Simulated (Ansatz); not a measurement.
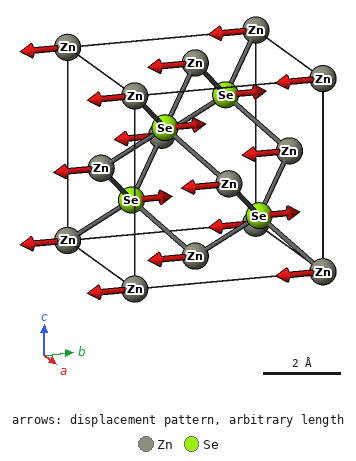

The lowest optical mode of crystalline ZnSe relaxed at 22 GPa, space group F-43m (No. 216), at the zone centre. The red arrows are the displacements of the atoms (eigenvector over the root of the mass), of arbitrary overall length and sign. The picture is a ball-and-stick view of the conventional cell (4 times the calculation's cell), seen slightly off an axis. Lengths and directions refer to the drawn axes.

All numbers below come from DFT LDA, scalar-relativistic, plane waves, PAW (Ansatz). (plane-wave cutoff 420 eV; k-point mesh 10 × 10 × 10; occupations fixed; target pressure 22 GPa; no spin polarisation)

Frequencies are those without the non-analytic (LO–TO) term.

Q: Is the structure stable against all modes at this point?

A: Yes: this softest mode has a real frequency, and so have all others here. That speaks for this wave vector alone: the rest of the zone wasn't checked in this run. This is the T₂ mode (triply degenerate; one member of the set is drawn) at 298 cm⁻¹, the only optical level, infrared- and Raman-active by symmetry. The Zn sublattice moves against the Se sublattice, along b; the kinetic energy is shared as Zn 55 %, Se 45 %. Its infrared intensity is 5.3 (D/Å)²/amu for the set. The value is the transverse one; the longitudinal partner lies at 321 cm⁻¹.
